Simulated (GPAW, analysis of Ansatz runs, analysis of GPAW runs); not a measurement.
# Charge-transition level of the Ti on the Ga site in GaAs (PBEsol) (GPAW), part 3 of 4

Aim: the charge-transition level of the Ti on the Ga site in GaAs, to be set beside the measurement. Set-up: PBEsol, plane waves 500 eV, 32-site cell, PBEsol lattice, k: the single point 1/4 1/4 1/4 then 2x2x2 shifted, dielectric constants 10.9 and 12.9 (handbook). The model is a cell of 32 host atoms with 1 Ga taken out and 1 Ti put in. The level is the Fermi energy at which two charge states have equal formation energy, after a correction for the images of the charge. A local or semilocal functional is the cheapest first rung.

GPAW 26.7.0; PBEsol, plane waves 500 eV, 32-site cell, PBEsol lattice, k: the single point 1/4 1/4 1/4 then 2x2x2 shifted, dielectric constants 10.9 and 12.9 (handbook).

So far: Set-up; Relaxation, charge +1; Single point, charge +1.

### Step 4. Relaxation, charge 0

Level of this step: GPAW plane-wave PAW DFT, PBEsol; relaxation of all atoms of a defect supercell (GPAW).

Contents of run.py:

```python
import numpy as np
from ase.io import read, write
from ase.parallel import parprint, world
from gpaw import GPAW, PW
from gpaw import setup_paths
from ase.optimize import BFGS

setup_paths.insert(0, '.')
atoms = read('POSCAR')
magmoms = np.zeros(len(atoms))
magmoms[[6]] = 1 / 1
atoms.set_initial_magnetic_moments(magmoms)
calc = GPAW(mode=PW(500),
            xc='PBEsol',
            kpts=[[0.25, 0.25, 0.25]],
            occupations={'name': 'fermi-dirac', 'width': 0.01, 'fixmagmom': True},
            nbands=77,
            convergence={'density': 1e-05, 'forces': 0.001},
            maxiter=150,
            symmetry='off',
            txt='gpaw.txt')
atoms.calc = calc
opt = BFGS(atoms, trajectory='relax.traj', logfile='-')
done = opt.run(fmax=0.02, steps=80)
parprint('Converged:', done)
energy = atoms.get_potential_energy()
forces = atoms.get_forces()
parprint(f'Energy: {energy:.6f} eV, largest force {np.linalg.norm(forces, axis=1).max():.4f} eV/A')
calc.write('gs.gpw')
write('final.xyz', atoms)
parprint('Moments:', atoms.get_magnetic_moments().round(3))
for s in range(calc.get_number_of_spins()):
    parprint('Levels (eV), spin', s, calc.get_eigenvalues(kpt=0, spin=s)[-16:].round(3))
```

Contents of POSCAR:

```
Ga Ti Ga As
 1.0000000000000000
    -5.6857970252916630    5.6857970252916497   -5.6857970252916594
     5.6857970252916621    5.6857970252916443    5.6857970252916399
     5.6857970252916736   -5.6857970252916434   -5.6857970252916541
 Ga  Ti  Ga  As 
   6   1   9  16
Direct
  0.0042177621793729  0.0058172847048543  0.0020437427804120
  0.0009241958467259  0.2485579688925224  0.7451385779459518
[... 3 atom lines left out ...]
  0.2453363857195168  0.2454154240621765  0.4943160001939965
  0.2530377142347491  0.4982434686080195  0.2536034208362620
[... 1 atom line left out ...]
  0.4944228388760675 -0.0015590005016357  0.4956985594288600
  0.4966240956037562  0.2528342000958017  0.2498611866068845
  0.4960447307436927  0.5004240303931516 -0.0043740586929463
  0.5016380151688716  0.7460870899423577  0.7472204796784708
[... 3 atom lines left out ...]
  0.7534070220328482  0.7495320164772485  0.4972584929848868
[... 2 atom lines left out ...]
  0.0018526047563154  0.5024421917361036  0.2468005593052315
[... 2 atom lines left out ...]
  0.2463867891498246  0.2439722748038342  0.2456747801368084
  0.2537614746279951  0.4979183896492027  0.0021056013851400
[... 4 atom lines left out ...]
  0.5060025465327562  0.7516115407670857  0.5027382290377789
[... 3 atom lines left out ...]
  0.7455595168794010  0.7444781048303653  0.2483945069852131
```

Started as:

```bash
$ gpaw-setup -f PBEsol As Ga Ti
$ OMP_NUM_THREADS=1 mpirun -n 8 gpaw python run.py > stdout
```

What it wrote:

```text
__  _  _
 | _ |_)|_||  |
 |__||  | ||/\| - 26.7.0

Input parameters:
  mode=PW(ecut=500.0),
  convergence={'density': 1e-05, 'forces': 0.001},
  kpts=KPoints(kpts=array([[0.25, 0.25, 0.25]])),
  maxiter=150,
  nbands=77,
  occupations=Occupations(name='fermi-dirac', width=0.01, fixmagmom=True),
  symmetry=Symmetry(point_group=False, time_reversal=False),
  xc=XC(name='PBEsol')

Diagonalizing LCAO Hamiltonian
Converting LCAO to pw mode

                                 As
                               Ga

                                    Ga
                          As
                       Ga      As
                            ATi
                   As            As
                Ga  Ga        Ga  Ga
                        As             As
                      Ga            Ga
            As            As  As
                 As        Ga
               Ga            GaAGa
                       As
                    Ga
                        As  As
                          Ga

Atoms  # Å, Bohr magnetons
|    | symbol |         x |         y |         z |    initial magnetic moments |
|----|--------|-----------|-----------|-----------|-----------------------------|
|  0 |     Ga |  0.020715 |  0.045437 | -0.002526 | ( 0.0000,  0.0000,  0.0000) |
|  1 |     Ga |  5.644702 | -2.818202 | -2.828711 | ( 0.0000,  0.0000,  0.0000) |
|  2 |     Ga |  5.712351 | -0.040479 | -0.012504 | ( 0.0000,  0.0000,  0.0000) |
|  3 |     Ga |  5.717892 |  2.844724 |  2.881195 | ( 0.0000,  0.0000,  0.0000) |
|  4 |     Ga |  2.886953 | -2.861397 | -5.700527 | ( 0.0000,  0.0000,  0.0000) |
|  5 |     Ga |  2.811030 | -0.020265 | -2.810131 | ( 0.0000,  0.0000,  0.0000) |
|  6 |     Ti |  2.836128 |  2.829695 | -0.047747 | ( 0.0000,  0.0000,  1.0000) |
|  7 |     Ga |  2.857552 |  5.708209 |  2.885124 | ( 0.0000,  0.0000,  0.0000) |
|  8 |     Ga | -0.001611 | -0.016118 | -5.638493 | ( 0.0000,  0.0000,  0.0000) |
|  9 |     Ga |  0.034520 |  2.840608 | -2.806800 | ( 0.0000,  0.0000,  0.0000) |
| 10 |     Ga |  0.000030 |  5.690589 |  0.049770 | ( 0.0000,  0.0000,  0.0000) |
| 11 |     Ga |  5.638432 |  2.845768 | -2.858656 | ( 0.0000,  0.0000,  0.0000) |
| 12 |     Ga | -2.794876 |  2.829010 | -5.684809 | ( 0.0000,  0.0000,  0.0000) |
| 13 |     Ga | -2.831182 |  5.657765 | -2.803188 | ( 0.0000,  0.0000,  0.0000) |
| 14 |     Ga |  2.871676 |  2.839799 | -5.726568 | ( 0.0000,  0.0000,  0.0000) |
| 15 |     Ga |  2.805278 |  5.718095 | -2.849343 | ( 0.0000,  0.0000,  0.0000) |
| 16 |     As |  4.292446 | -4.238402 | -4.296555 | ( 0.0000,  0.0000,  0.0000) |
| 17 |     As |  4.262221 | -1.409484 | -1.372949 | ( 0.0000,  0.0000,  0.0000) |
| 18 |     As |  4.249509 |  1.464060 |  1.442993 | ( 0.0000,  0.0000,  0.0000) |
| 19 |     As |  4.269122 |  4.234372 |  4.304080 | ( 0.0000,  0.0000,  0.0000) |
| 20 |     As |  1.400330 | -1.421406 | -4.309668 | ( 0.0000,  0.0000,  0.0000) |
| 21 |     As |  1.383128 |  1.391225 | -1.410585 | ( 0.0000,  0.0000,  0.0000) |
| 22 |     As |  1.400199 |  4.261927 |  1.376255 | ( 0.0000,  0.0000,  0.0000) |
| 23 |     As |  7.150515 |  1.413484 | -1.445205 | ( 0.0000,  0.0000,  0.0000) |
| 24 |     As | -1.403490 |  1.459250 | -4.236987 | ( 0.0000,  0.0000,  0.0000) |
| 25 |     As | -1.463793 |  4.245155 | -1.403046 | ( 0.0000,  0.0000,  0.0000) |
| 26 |     As |  4.266609 |  1.377572 | -4.240480 | ( 0.0000,  0.0000,  0.0000) |
| 27 |     As |  4.254950 |  4.292071 | -1.461985 | ( 0.0000,  0.0000,  0.0000) |
| 28 |     As | -4.254602 |  4.246540 | -4.218654 | ( 0.0000,  0.0000,  0.0000) |
| 29 |     As |  1.399943 |  1.466578 | -7.108183 | ( 0.0000,  0.0000,  0.0000) |
| 30 |     As |  1.432556 |  4.274586 | -4.312012 | ( 0.0000,  0.0000,  0.0000) |
| 31 |     As |  1.406172 |  7.059731 | -1.418469 | ( 0.0000,  0.0000,  0.0000) |

Unit cell  # Å
| periodic |         x |         y |         z |  lengths |     angles |
|----------|-----------|-----------|-----------|----------|------------|
|      yes | -5.685797 |  5.685797 | -5.685797 | 9.848089 | 109.471221 |
|      yes |  5.685797 |  5.685797 |  5.685797 | 9.848089 | 109.471221 |
|      yes |  5.685797 | -5.685797 | -5.685797 | 9.848089 | 109.471221 |

Number of symmetries: 1
Symmetry operations  # r_c * U_cc + t_c -> r_c
|   | kind |            matrix            |
|---|------|------------------------------|
| 0 |  E   |  1, 0, 0,  0, 1, 0,  0, 0, 1 |

BZ-sampling:
  Number of BZ points: 1
  Number of IBZ points: 1

K-points  # in reciprocal-cell coordinates
|   |                                coordinates |     weight |
|---|--------------------------------------------|------------|
| 0 | (  0.25000000,   0.25000000,   0.25000000) | 1.00000000 |

Plane wave coefficients: 18720
Cutoff: 500.0 eV

Spin-components: 2 (collinear spins)
Bands:           77
Projectors:      161
Spin-degeneracy: 1
Datatype:        complex128

Density:
  Valence electrons: 137.0
  Components: 2
  Grid points: [54 54 54]
  Charge: 0.0  # |e|

Potential:
  Grid points: [54 54 54]

species:
  Ga:
    name:    Gallium
    Z:       31.0
    valence: 3
    core:    28
    charge:  0.0  # [|e|]
    compensation charges:
      type: gauss
      rc: 0.37  # [Å]
      lmax: 2
    cutoffs:
      filter: 2.06  # [Å]
      core: 4.17  # [Å]
    projectors
    | kind |    occ | energy [eV] | rcut [Å] |
    |------|--------|-------------|----------|
    |   4s |  2.000 |      -8.959 |    1.164 |
    |   4p |  1.000 |      -2.572 |    1.164 |
    |    s |        |      18.252 |    1.164 |
    |    p |        |      24.640 |    1.164 |
    |    d |        |       0.000 |    1.164 |

    Using partial waves for Ga as LCAO basis

  Ti:
    name:    Titanium
    Z:       22.0
    valence: 12
    core:    10
    charge:  0.0  # [|e|]
    compensation charges:
      type: gauss
      rc: 0.38  # [Å]
      lmax: 2
    cutoffs:
      filter: 2.23  # [Å]
      core: 1.02  # [Å]
    projectors
    | kind |    occ | energy [eV] | rcut [Å] |
    |------|--------|-------------|----------|
    |   3s |  2.000 |     -62.441 |    1.270 |
    |   4s |  2.000 |      -4.477 |    1.270 |
    |   3p |  6.000 |     -38.776 |    1.058 |
    |   4p |  0.000 |      -1.449 |    1.058 |
    |   3d |  2.000 |      -4.275 |    1.058 |
    |    d |        |      22.937 |    1.058 |

    Using partial waves for Ti as LCAO basis

  As:
    name:    Arsenic
    Z:       33.0
    valence: 5
    core:    28
    charge:  0.0  # [|e|]
    compensation charges:
      type: gauss
      rc: 0.33  # [Å]
      lmax: 2
    cutoffs:
      filter: 1.87  # [Å]
[...]
|---------|-|-------------|-------|-------|------|---------|
|iter:   1| | -145.962847c| -5.64 |       |      |  +1.0000|
|iter:   2| | -145.962846c| -6.91 | -3.66 |      |  +1.0000|
|iter:   3| | -145.962842c| -6.77 | -3.72 |      |  +1.0000|
|iter:   4| | -145.962836c| -7.11 | -4.06 |      |  +1.0000|
|iter:   5| | -145.962839c| -7.47c| -4.40 |      |  +1.0000|
|iter:   6| | -145.962839c| -7.60c| -4.76 |      |  +1.0000|
|iter:   7| | -145.962839c| -7.77c| -4.91 |      |  +1.0000|
|iter:   8| | -145.962839c| -8.22c| -5.05c|-1.83 |  +1.0000|
|iter:   9| | -145.962839c| -8.25c| -5.23c|-3.62c|  +1.0000|

Converged in 9 steps
SCF loop duration: 13.601 s (1.511 s/step)
Energy contributions relative to reference atoms: (reference = -1799215.367818)

Energy contributions:
  Kinetic:         380.475409
  Coulomb:        -337.436125
  Zero:              0.071164
  External:          0.000000
  Xc:             -189.068700
  Entropy:          -0.009175
  Spinorbit:         0.000000
  ----------------------------
  Free energy:    -145.967427
  Extrapolated:   -145.962839

dipole moment: (0.227239, -0.137928, -188.956112)  # |e|*Ang

Total magnetic moment: (0.000000, 0.000000, 1.000000)

Local magnetic moments
|        x |        y |         z |
|----------|----------|-----------|
[...]
Fermi levels: 5.292, 4.410
Eigenvalues  # (at kpt = [0.250, 0.250, 0.250])
| band index |      eig [eV] | occ [0-1] |      eig [eV] | occ [0-1] |
|------------|---------------|-----------|---------------|-----------|
[...]
|        ... |               |           |               |           |
[...]
Gap: 0.031 eV
Transition (v -> c):
  (s=0, k=0, n=68, [0.25, 0.25, 0.25]) -> (s=0, k=0, n=69, [0.25, 0.25, 0.25])
No difference between direct/indirect transitions

Forces  # eV/Ang
|        x |        y |        z |
|----------|----------|----------|
[...]
As
                              Ga

                                    Ga
                          As
                       Ga       As
                            ATi
                   As            As
                Ga  Ga         Ga Ga
                        As             As
                      Ga            Ga
            As            As  As
                           Ga
               GaAs          Ga AGa
                       As
                    Ga
                         As As
                          Ga

Atoms  # Å, Bohr magnetons
|    | symbol |         x |         y |         z |    initial magnetic moments |
|----|--------|-----------|-----------|-----------|-----------------------------|
[...]
|  6 |     Ti |  2.845509 |  2.841606 |  0.004703 | ( 0.0000,  0.0000,  0.6004) |
[...]
|  8 |     Ga |  0.009178 |  0.005726 | -5.684979 | ( 0.0000,  0.0000,  0.0010) |
|  9 |     Ga | -0.007511 |  2.835609 | -2.849619 | ( 0.0000,  0.0000,  0.0067) |
| 10 |     Ga | -0.003644 |  5.694131 |  0.011338 | ( 0.0000,  0.0000,  0.0010) |
| 11 |     Ga |  5.695113 |  2.850205 | -2.850233 | ( 0.0000,  0.0000,  0.0067) |
| 12 |     Ga | -2.839650 |  2.839261 | -5.676524 | ( 0.0000,  0.0000,  0.0018) |
| 13 |     Ga | -2.835258 |  5.671347 | -2.826328 | ( 0.0000,  0.0000,  0.0069) |
| 14 |     Ga |  2.843000 |  2.841849 | -5.678853 | ( 0.0000,  0.0000, -0.0008) |
| 15 |     Ga |  2.853129 |  5.703052 | -2.852484 | ( 0.0000,  0.0000,  0.0070) |
[...]
| 24 |     As | -1.427143 |  1.418570 | -4.265605 | ( 0.0000,  0.0000,  0.0001) |
| 25 |     As | -1.415562 |  4.256224 | -1.408308 | ( 0.0000,  0.0000,  0.0000) |
| 26 |     As |  4.259200 |  1.421862 | -4.259427 | ( 0.0000,  0.0000,  0.0001) |
| 27 |     As |  4.268309 |  4.272294 | -1.430327 | ( 0.0000,  0.0000, -0.0118) |
| 28 |     As | -4.254688 |  4.262751 | -4.268825 | ( 0.0000,  0.0000,  0.0001) |
| 29 |     As |  1.425885 |  1.425158 | -7.101111 | ( 0.0000,  0.0000,  0.0001) |
| 30 |     As |  1.426454 |  4.262856 | -4.261183 | ( 0.0000,  0.0000,  0.0001) |
| 31 |     As |  1.433723 |  7.106194 | -1.404895 | ( 0.0000,  0.0000,  0.0001) |

Unit cell  # Å
| periodic |         x |         y |         z |  lengths |     angles |
|----------|-----------|-----------|-----------|----------|------------|
|      yes | -5.685797 |  5.685797 | -5.685797 | 9.848089 | 109.471221 |
|      yes |  5.685797 |  5.685797 |  5.685797 | 9.848089 | 109.471221 |
|      yes |  5.685797 | -5.685797 | -5.685797 | 9.848089 | 109.471221 |

Initialization done in: 0.857 s

convergence criteria:
- Maximum integral of absolute [dens]ity change: 1e-05 electrons / valence electron
- Maximum change in the atomic [forces] across last 2 cycles: 0.001 eV/Ang OR
Maximum error relative to the maximum force is below inf
- Maximum [total energy] change in last 3 cyles: 0.0005 eV / valence electron
- Maximum integral of absolute [eigenst]ate change: 4e-08 eV^2 / valence electron
maximum number of iterations: 150

SCF iterations
|iter     | |      energy | eigst |  dens |force |  magmom |
|---------|-|-------------|-------|-------|------|---------|
|iter:   1| | -145.962936c| -5.78 |       |      |  +1.0000|
|iter:   2| | -145.962935c| -7.04 | -3.73 |      |  +1.0000|
|iter:   3| | -145.962933c| -6.93 | -3.80 |      |  +1.0000|
|iter:   4| | -145.962929c| -7.26 | -4.13 |      |  +1.0000|
|iter:   5| | -145.962930c| -7.57c| -4.43 |      |  +1.0000|
|iter:   6| | -145.962930c| -7.56c| -4.78 |      |  +1.0000|
|iter:   7| | -145.962929c| -7.89c| -4.93 |      |  +1.0000|
|iter:   8| | -145.962928c| -8.29c| -5.04c|-1.99 |  +1.0000|
|iter:   9| | -145.962927c| -8.30c| -5.17c|-3.71c|  +1.0000|

Converged in 9 steps
SCF loop duration: 13.597 s (1.511 s/step)
Energy contributions relative to reference atoms: (reference = -1799215.367818)

Energy contributions:
  Kinetic:         380.478456
  Coulomb:        -337.438781
  Zero:              0.071167
  External:          0.000000
  Xc:             -189.069173
  Entropy:          -0.009194
  Spinorbit:         0.000000
  ----------------------------
  Free energy:    -145.967524
  Extrapolated:   -145.962927

dipole moment: (0.224263, -0.107581, -188.927749)  # |e|*Ang

Total magnetic moment: (0.000000, 0.000000, 1.000000)

Local magnetic moments
|        x |        y |         z |
|----------|----------|-----------|
[...]
Fermi levels: 5.292, 4.410
Eigenvalues  # (at kpt = [0.250, 0.250, 0.250])
| band index |      eig [eV] | occ [0-1] |      eig [eV] | occ [0-1] |
|------------|---------------|-----------|---------------|-----------|
[...]
|        ... |               |           |               |           |
[...]
|         69 |         5.308 |     0.172 |         5.983 |     0.000 |
|         70 |         6.059 |     0.000 |         6.082 |     0.000 |
|         71 |         6.061 |     0.000 |         6.097 |     0.000 |
|         72 |         6.062 |     0.000 |         6.098 |     0.000 |
|         73 |         6.255 |     0.000 |         6.329 |     0.000 |
|         74 |         6.256 |     0.000 |         6.422 |     0.000 |
|         75 |         6.313 |     0.000 |         6.423 |     0.000 |
|         76 |         6.317 |     0.000 |         6.445 |     0.000 |

Gap: 0.031 eV
Transition (v -> c):
  (s=0, k=0, n=68, [0.25, 0.25, 0.25]) -> (s=0, k=0, n=69, [0.25, 0.25, 0.25])
No difference between direct/indirect transitions

Forces  # eV/Ang
|        x |        y |        z |
|----------|----------|----------|
[...]
| -0.00343 | -0.00693 | -0.00125 |  # As  24
| -0.00394 |  0.00005 |  0.00461 |  # As  25
|  0.00154 |  0.00629 | -0.00518 |  # As  26
|  0.00226 | -0.00369 | -0.00087 |  # As  27
|  0.00186 |  0.00710 |  0.00315 |  # As  28
|  0.00018 | -0.00671 |  0.00449 |  # As  29
|  0.00358 | -0.00335 | -0.00033 |  # As  30
|  0.00108 |  0.00279 | -0.00200 |  # As  31

# Writing to gs.gpw (mode='')
```

It took 8.9 min on 8 MPI ranks of Arm Neoverse V2, shared host; peak memory 2.6 GiB.

The steps of the relaxation:

```csv
step,energy less that of the first step (eV)
0,0.0000
1,-0.1596
2,-0.3720
3,-0.3765
4,-0.3869
5,-0.3901
6,-0.3926
7,-0.3948
8,-0.3973
9,-0.3987
10,-0.3997
11,-0.4007
12,-0.4019
13,-0.4028
14,-0.4032
15,-0.4033
16,-0.4034
```

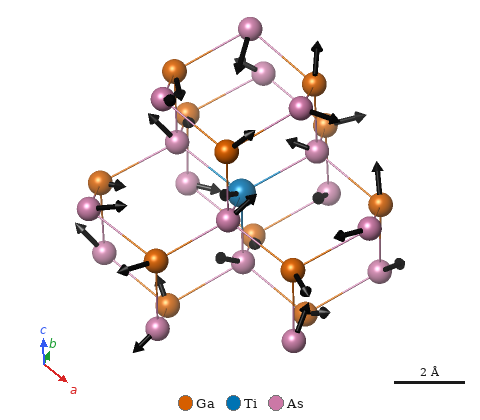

Displacements in the relaxation near the centre, exaggerated; the longest in the cell stands for 0.07 Å.

The atoms that moved most (Å):

```csv
atom,dx,dy,dz,length
As23,0.019,0.007,0.064,0.067
As24,-0.047,0.016,0.036,0.062
Ga10,-0.042,-0.005,-0.043,0.060
Ga1,-0.027,-0.051,0.007,0.058
Ga12,0.057,0.004,0.008,0.057
Ga15,-0.029,0.002,0.048,0.056
As32,0.028,0.046,0.014,0.056
As25,-0.024,-0.041,-0.029,0.055
```

Final coordinates:

```xyz
32
Lattice="-5.6858 5.6858 -5.6858 5.6858 5.6858 5.6858 5.6858 -5.6858 -5.6858" Properties=species:S:1:pos:R:3 pbc="T T T"
Ga   -0.0067   -0.0054    0.0044
Ga    5.6747   -2.8332   -2.8242
Ga    5.6899   -0.0106    0.0077
Ga    5.6989    2.8346    2.8627
Ga    2.8445   -2.8429   -5.6899
Ga    2.8303   -0.0161   -2.8528
Ti    2.8455    2.8416    0.0047
Ga    2.8372    5.6963    2.8633
Ga    0.0092    0.0057   -5.6850
Ga   -0.0075    2.8356   -2.8496
Ga   -0.0036    5.6941    0.0113
Ga    5.6951    2.8502   -2.8502
Ga   -2.8396    2.8393   -5.6765
Ga   -2.8353    5.6713   -2.8263
Ga    2.8430    2.8418   -5.6789
Ga    2.8531    5.7031   -2.8525
As    4.2668   -4.2489   -4.2721
As    4.2508   -1.4219   -1.4068
As    4.2707    1.4151    1.4404
As    4.2622    4.2595    4.2750
As    1.4197   -1.4366   -4.2736
As    1.4175    1.4142   -1.4279
As    1.4194    4.2687    1.4398
As    7.1034    1.4291   -1.4088
As   -1.4271    1.4186   -4.2656
As   -1.4156    4.2562   -1.4083
As    4.2592    1.4219   -4.2594
As    4.2683    4.2723   -1.4303
As   -4.2547    4.2628   -4.2688
As    1.4259    1.4252   -7.1011
As    1.4265    4.2629   -4.2612
As    1.4337    7.1062   -1.4049
```

Neighbours of Ti7 at the end:

```csv
atom,distance (Å)
As19,2.475
As22,2.476
As23,2.476
As28,2.476
Ga3,4.028
Ga1,4.030
Ga9,4.030
Ga11,4.032
Ga12,4.034
Ga10,4.036
Ga14,4.038
Ga4,4.039
Ga8,4.040
Ga2,4.040
Ga6,4.041
Ga16,4.044
```

Numbers from this step:

- total moment: 1.000 μB

From the first step to the last the energy fell by 0.403 eV, and the largest move was 0.07 Å (As23). Judged within 0.08 Å, the space group went from P1 to I-43m.

(Continued in part 4 of 4.)

[Logs are printed without paths, hosts, clocks, repeated set-up lines and the standing remarks that a program may print on its own settings, such as how far it seeks lower states.]

[Hosts, paths, dates, database ids (printed as entryN), source tags and the programs' standing remarks are cut or masked in the printed files.]

[For some hosts the program warned that the k-mesh of the response run may be too coarse for force constants and the static dielectric constant; such warnings are not shown here.]
